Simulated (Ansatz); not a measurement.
**TiAl3(001) (I4/mmm bulk, the cell from a database of computed structures, not from a measurement, 6 atomic planes (those closer than 0.6 Å count as one), 11 Å, TiAl-terminated): images, spectra and barriers**

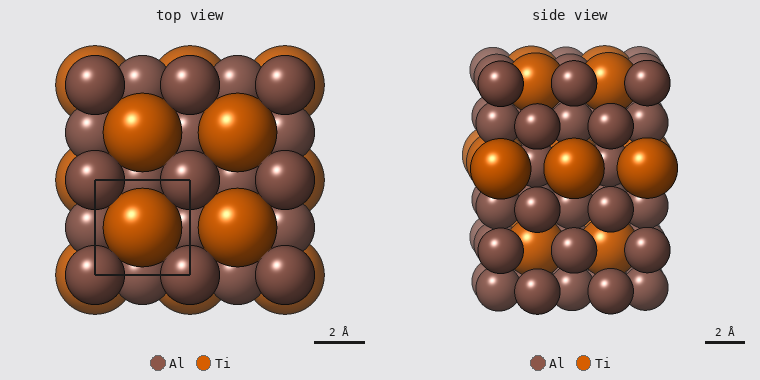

The relaxed structure from above and from the side.

All numbers here come from Ansatz 0.2.0, DFT PBE, scalar-relativistic, plane waves, PAW. Cutoff 420 eV, 19 × 19 k-points, Gaussian smearing 0.1 eV, dipole correction. The slab is a cut without reconstruction beyond its cell, at the source's lattice constants, with its lower half held fixed and the rest relaxed. No spin polarisation. The run couldn't confirm all of its levels under its output density. The run warns that the functional's potential is rough in the thin density of the vacuum, where the tip is; weak contrasts and barriers may feel it.

Model: Tersoff–Hamann, s-wave tip, no tip–sample forces. Bias windows are sharp sums over the levels of the k mesh.

```cif
data_structure
_symmetry_space_group_name_H-M 'P 1'
_symmetry_Int_Tables_number 1
_cell_length_a 3.8222
_cell_length_b 3.8222
_cell_length_c 27.7017
_cell_angle_alpha 90.000
_cell_angle_beta 90.000
_cell_angle_gamma 90.000
_cell_volume 404.70
loop_
_atom_site_label
_atom_site_type_symbol
_atom_site_fract_x
_atom_site_fract_y
_atom_site_fract_z
_atom_site_occupancy
Al1 Al 0.50000 0.00000 0.30684 1
Al2 Al 0.00000 0.50000 0.30684 1
Ti1 Ti 0.50000 0.50000 0.38410 1
Al3 Al 0.00000 0.00000 0.38410 1
Al4 Al 0.00000 0.50000 0.46137 1
Al5 Al 0.50000 0.00000 0.46137 1
Ti2 Ti 0.00000 0.00000 0.53876 1
Al6 Al 0.50000 0.50000 0.54090 1
Al7 Al 0.50000 0.00000 0.61828 1
Al8 Al 0.00000 0.50000 0.61828 1
Ti3 Ti 0.50000 0.50000 0.69357 1
Al9 Al 0.00000 0.00000 0.69918 1
```

The last single point, restarted from the relaxation's density, took 66 s on 1 thread of Intel(R) Xeon(R) 6975P-C (Granite Rapids), on a shared host, peak memory 0.99 GiB.

## 1. One image

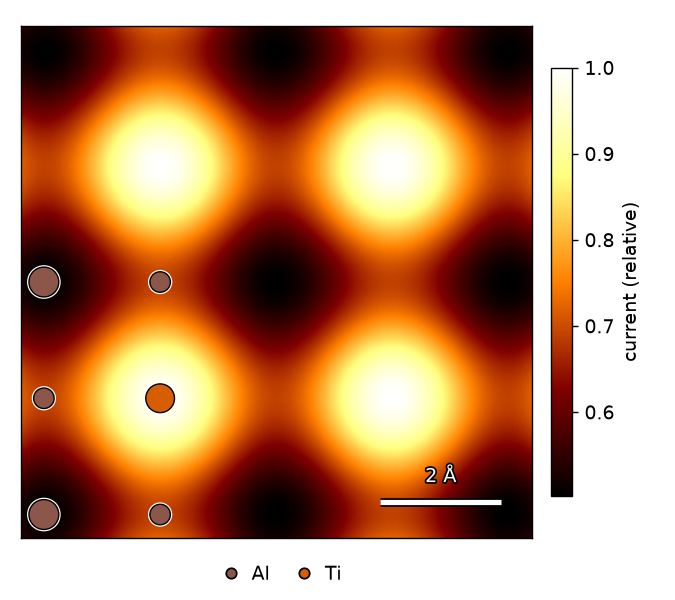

Constant-height image 3.5 Å above the topmost atom of this surface, sample bias +1.50 V. The atoms seen from above are drawn over one corner (deeper ones smaller).

What lies under the maxima and minima of this image?

Answer. The brightest spots lie over the top Ti atoms; the darkest points are over the top Al atoms. The brightest point carries 2 times the current of the darkest.

## 2. Approach curves

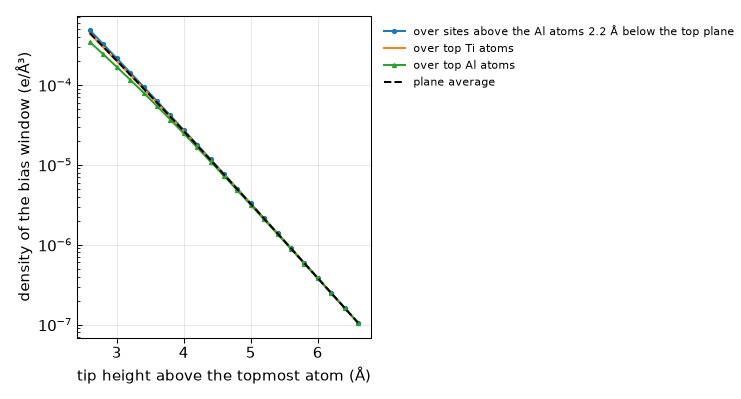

Approach curves over this surface at a sample bias of +0.25 V.

Estimate the decay constant and the apparent barrier, and compare with the vacuum level, which the run puts 4.25 eV above zero bias.

Answer. Near 4 Å the plane average falls as exp(−2.07 z/Å), a factor of 7.9 per ångström, which gives an apparent barrier of 4.1 eV (0.952 eV Å² times the slope squared). The upper edge of the window lies 4.00 eV under the vacuum level. The apparent barrier is close to 4.00 eV.

## 3. Barrier map

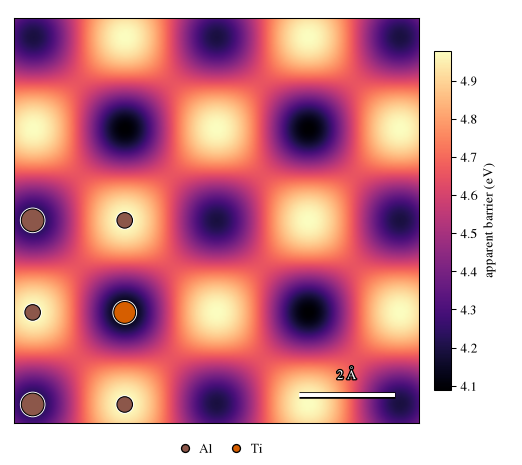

Map of the apparent barrier height, 0.952 eV Å² × (d ln I/dz)², 3.8 Å above this surface at −0.25 V; lighter colours are higher.

Where is the apparent barrier highest and lowest, and over what range?

Answer. It is highest, 5.0 eV, over the sites above the Al atoms 2.2 Å below the top plane, and lowest, 4.1 eV, over the top Ti atoms. The vacuum level lies 4.25 eV above zero bias.

## 4. Bias series

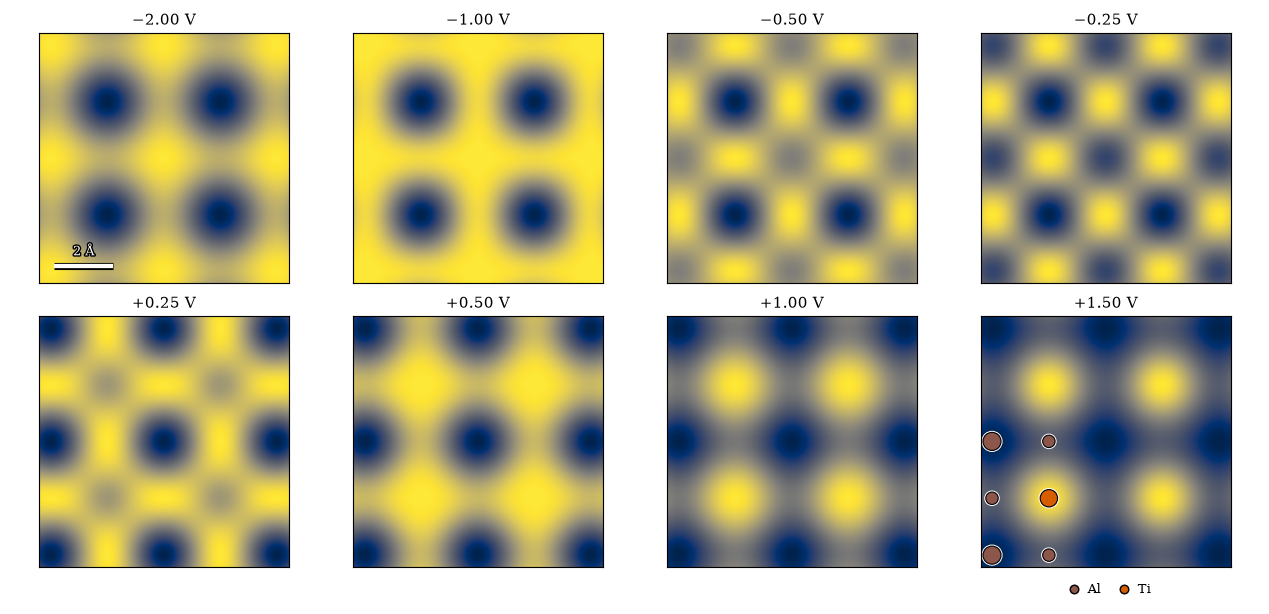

Constant-height images of this surface at 8 sample biases, each on its own colour scale; the last has the atoms seen from above drawn over one corner (deeper ones smaller).

How do the images change with bias?

Answer.
```tsv
bias	height (Å)	bright/dark	brightest over
−2.00 V	3.0	2	top Al atoms
−1.00 V	3.0	1.7	top Al atoms
−0.50 V	3.0	1.8	sites above the Al atoms 2.2 Å below the top plane
−0.25 V	3.0	1.7	sites above the Al atoms 2.2 Å below the top plane
+0.25 V	3.0	1.3	sites above the Al atoms 2.2 Å below the top plane
+0.50 V	3.0	1.4	top Ti atoms
+1.00 V	3.0	1.6	top Ti atoms
+1.50 V	3.0	2.4	top Ti atoms
```

The slab has states at the Fermi level, so this model gives a current down to small biases. Its work function (top face) is 4.25 eV.
